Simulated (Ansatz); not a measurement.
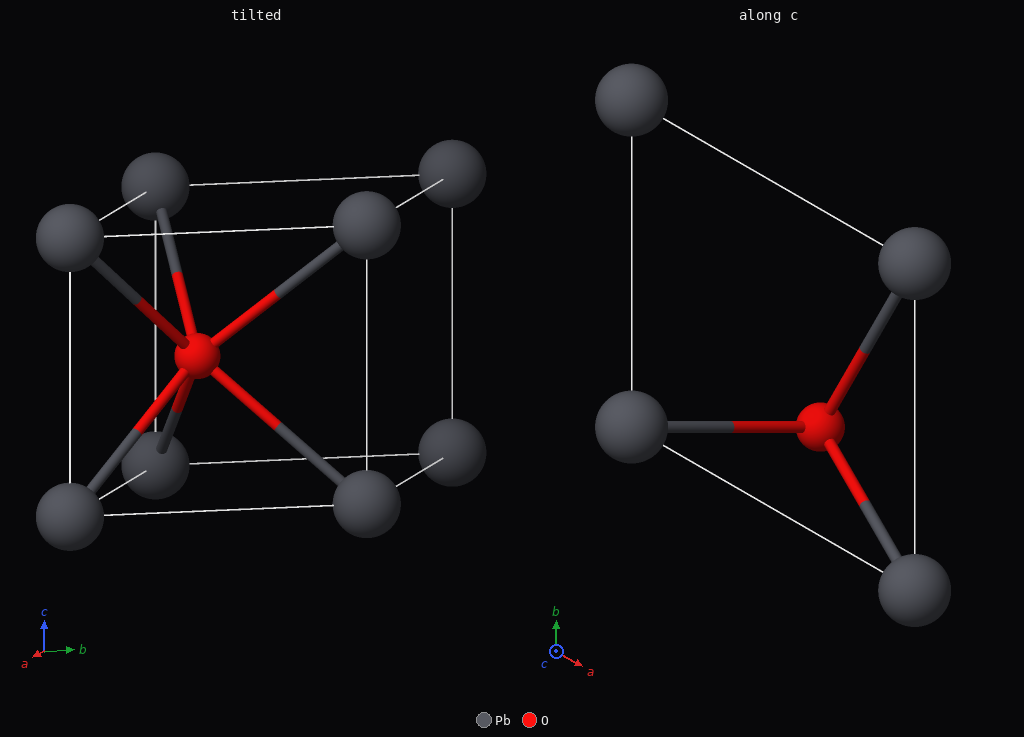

Crystal structure, ball-and-stick style, seen slightly off an axis and along the c axis. Atoms at the boundary of the conventional unit cell (the box) are drawn once for each face, edge or corner they touch. Cell: a = 3.53 Å, b = 3.53 Å, c = 3.27 Å, α = 90.00°, β = 90.00°, γ = 120.00°.

Origin of the cell: a structure type filled with these elements by a generator (whether the compound takes this form wasn't checked). Earlier steps of the study, as a rule a relaxation of our own, may have changed the cell and positions, so they can lie some per cent off the listed ones. It was run through Ansatz as a DFT input.

State composition, symmetry and coordination.

Answer. The solid is PbO. The atoms follow space group P-6m2 (No. 187); the Bravais lattice is primitive hexagonal. It belongs to the family called tungsten carbide (WC) type. It has 2 atoms to the cell (1 Pb, 1 O). Around each Pb lie six O in a trigonal prismatic arrangement at about 2.6 Å. Each O is bonded to six Pb in a trigonal prismatic arrangement at about 2.6 Å. The bonds build a three-dimensional framework.

Level of theory: DFT r2SCAN, scalar-relativistic, plane waves, PAW (Ansatz). Settings were a 500 eV plane-wave basis, 12×12×10 k-mesh, Gaussian smearing of 0.05 eV, no spin polarisation.

How large a gap does the method give, if there is one?

Answer. A semiconductor at this level, with a gap of 0.26 eV, indirect.

What are the atomic charges by Bader's partition?

Answer. Pb +1.23 e; O -1.23 e.

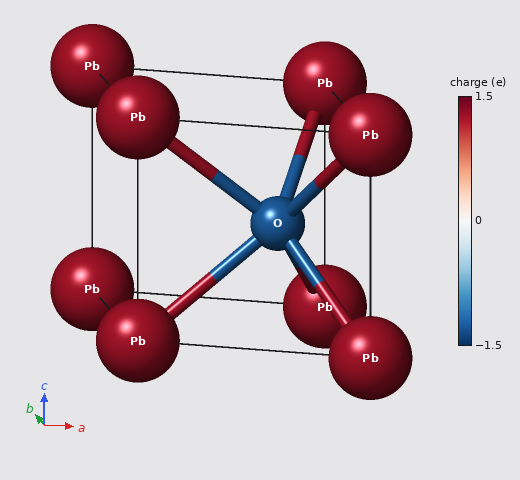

The atoms coloured by those charges. The run's cell of 2 atoms is drawn.

Is the structure in equilibrium?

Answer. Yes. All forces vanish to within 0.01 eV/Å. The pressure is 0.0 GPa, close to zero.
